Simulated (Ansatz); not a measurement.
ZnGa2O4, 56 atoms, a = 8.45 Å, b = 8.45 Å, c = 8.45 Å, α = 90.00°, β = 90.00°, γ = 90.00°.

Space group Fd-3m; a structure from a database of computed crystals, not necessarily the ambient phase.

Method: DFT PBE, scalar-relativistic, plane waves, PAW in Ansatz.

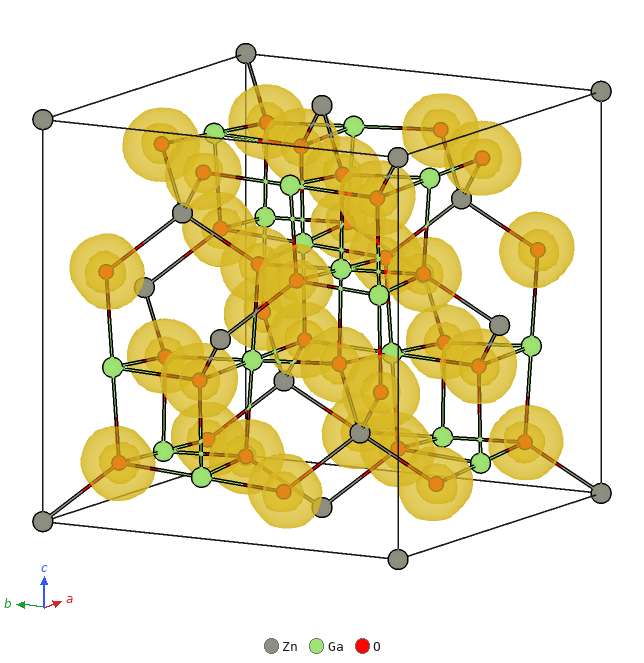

ZnGa2O4. Isosurface of the electron localisation function at 0.75 (yellow), seen at an oblique angle. Core shells and regions of very low density are left out. Sticks mark near contacts.

> Identify the bonds, lone pairs and shells in this picture.

The surface consists of 32 regions wrapped around O (the valence shell of each), counted in one cell of 56 atoms. Regions shared between cells count once.

Values along the shortest contacts:
Zn–O (2.00 Å): the ELF peaks at about 0.85 in the valence shell of O, 0.6 Å from its nucleus, and is about 0.25 at the midpoint: no localised pair shows between them. Ga–O (2.02 Å): the ELF peaks at about 0.85 in the valence shell of O, 0.6 Å from its nucleus, and is about 0.30 at the midpoint.

> Does the calculation give a band gap?

It is gapped, with a Kohn–Sham gap of 2.3 eV on the k-point mesh (the band edges may lie off the mesh, which would make the gap smaller).
